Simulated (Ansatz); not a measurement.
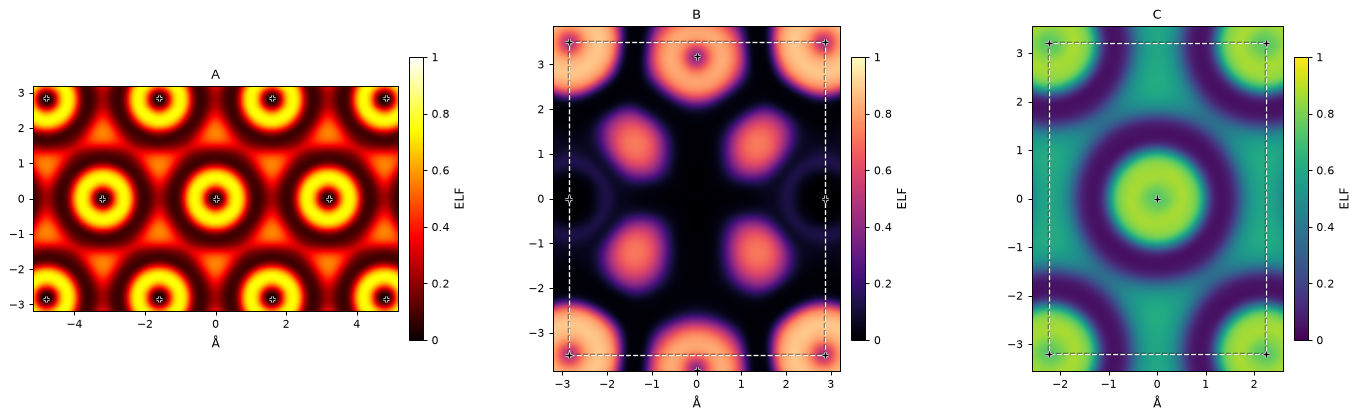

The electron localisation function of 3 systems, each on a plane through atoms (crosses mark nuclei in the plane).

Computed with DFT r2SCAN, scalar-relativistic, plane waves, PAW in Ansatz 0.2.0.

System 1: KZnF₃, the (101̄) plane of the conventional cell. Space group Cm; changed on purpose from its base cell (atom 3 (F) moved by (-0.300, -0.150) A along [1 1 0] and z); not relaxed (largest force 1.7 eV/Å).

System 2: Sc, the (011̄) plane of the conventional cell. Space group I4/mmm; changed on purpose from its base cell (strain +0.000 along x and y, +0.030 along z, atoms carried along); computed pressure about 2 GPa in this cell; computed without spin polarisation.

```
Sc
1.0
     2.27050   -2.27050    0.00000
     2.27050    2.27050    0.00000
     0.00000    0.00000    4.67723
Sc
2
Direct
  0.00000 0.00000 0.00000
  0.50000 0.50000 0.50000
```

System 3: Ca, the (011̄) plane of the conventional cell. Space group I4/mmm; changed on purpose from its base cell (strain +0.000 along x and y, +0.025 along z, atoms carried along).

```cif
data_structure
_symmetry_space_group_name_H-M 'P 1'
_symmetry_Int_Tables_number 1
_cell_length_a 4.4800
_cell_length_b 4.4800
_cell_length_c 4.5920
_cell_angle_alpha 90.000
_cell_angle_beta 90.000
_cell_angle_gamma 90.000
_cell_volume 92.16
loop_
_atom_site_label
_atom_site_type_symbol
_atom_site_fract_x
_atom_site_fract_y
_atom_site_fract_z
_atom_site_occupancy
Ca1 Ca 0.00000 0.00000 0.00000 1
Ca2 Ca 0.50000 0.50000 0.50000 1
```

**Match each panel to its system.**

Panel A is system 2, Sc: the plane holds Sc. Sc–Sc (3.21 Å): the ELF is about 0.20 at the midpoint (no shared electron pair shows on this line). Panel B is system 1, KZnF₃: the plane holds K, Zn and F. Panel C is system 3, Ca: the plane holds Ca. Ca–Ca (3.91 Å): the ELF is about 0.35 at the midpoint: no shared electron pair shows on this line.
